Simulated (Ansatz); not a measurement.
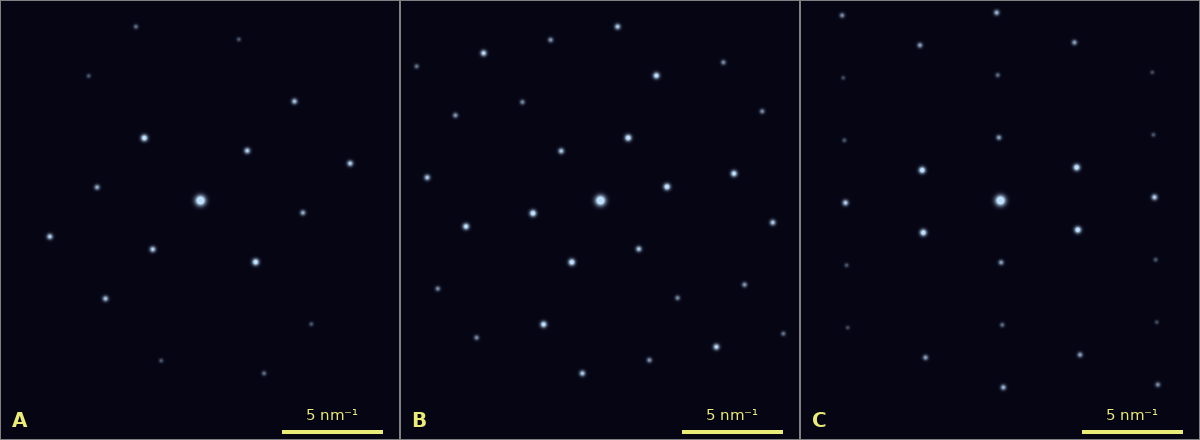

Kinematic zone-axis patterns, calculated for 120 keV electrons with B = 0.5 Å².

All three come from Se, space group P6_3/mmc (No. 194), a = 3.70 Å, c = 7.25 Å (hexagonal axes). Structure: coordinates from a relaxation with DFT, PBEsol, plane waves (420 eV) with PAW, scalar-relativistic in Ansatz 0.2.0; the starting structure was generated, so it need not be a known form of this composition.

```
Se
1.0
     3.69686    0.00000    0.00000
    -1.84843    3.20157    0.00000
     0.00000    0.00000    7.25010
Se
4
Direct
  0.00000 0.00000 0.00000
  0.00000 0.00000 0.50000
  0.33333 0.66667 0.25000
  0.66667 0.33333 0.75000
```

### Assign the zone axes [101], [201], [311] to A, B and C.

A is [311]: oblique net of 0 1 -1 at d = 2.93 Å and -1 1 2 at d = 2.40 Å, at 85.7°. B is [101]: centred rectangular net of 0 1 0 at d = 3.20 Å and 1 0 -1 at d = 2.93 Å, at 62.8°. C is [201]: centred rectangular net of 0 1 0 at d = 3.20 Å and 1 0 -2 at d = 2.40 Å, at 68.0°.
